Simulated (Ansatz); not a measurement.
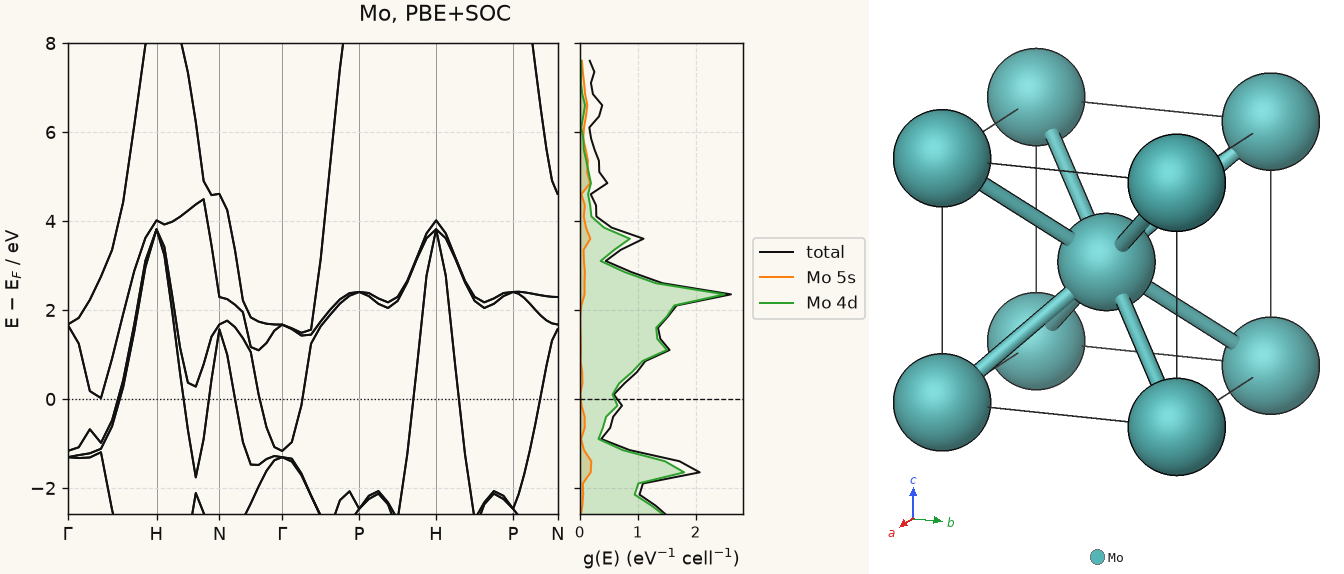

(Drawn from a calculation with Ansatz.)

Band structure and density of states, beside the structure. Energies are counted from the Fermi level. The path runs straight from each named point to the next. The partial curves are projected on Löwdin-orthogonalised atomic shells.

This input was run:

```
crystal:
  lattice:
    - [-1.58932724, 1.58932724, 1.58932724]
    - [1.58932724, -1.58932724, 1.58932724]
    - [1.58932724, 1.58932724, -1.58932724]
  atoms:
    - { symbol: Mo, position: [0.0, 0.0, 0.0], spin: 2, spin_axis: [0.57735, 0.57735, -0.57735] }
  symmetry: { tolerance: 0.0003 }
kpoints:
  mp_grid: { grid: [15, 15, 15], shift: [0, 0, 0] }
  band_path:
    path:
      - [0.0, 0.0, 0.0]
      - [0.5, -0.5, 0.5]
      - [0.0, 0.0, 0.5]
      - [0.0, 0.0, 0.0]
      - [0.25, 0.25, 0.25]
      - [0.5, -0.5, 0.5]
      - [0.25, 0.25, 0.25]
      - [0.0, 0.0, 0.5]
    npoints: 8
magnetization:
  noncollinear: true
  spin_orbit: true
scf:
  occupations: { method: fermi_dirac, width: 0.0238 }
  lower_state_search: "off"
  max_iter: 200
hamiltonian:
  pseudopotentials: { kind: paw_fr }
  xc: pbe
basis:
  ecutwfc: 420
  fft_grid_basis: typed
output:
  forces: true
  stress: true
  eigenvalues: true
  bader: true
  populations: true
  elf: true
  write_potential: true
  volumetric_format: npy
  dos:
    e_range: [-12, 8]
    de: 0.05
    projected: { site_lists: { Mo: [Mo] } }
    method: { smearing: { sigma: 0.1, scheme: gaussian } }
checkpoint:
  read: saved_state
```

Does this material conduct, going by its bands?

Answer. A metal: bands cross the Fermi level along this path.

Which states dominate at the Fermi level?

Answer. By projected weight, the states within 0.3 eV of the Fermi level are Mo 4d almost alone.

Some starting moments didn't survive the run.
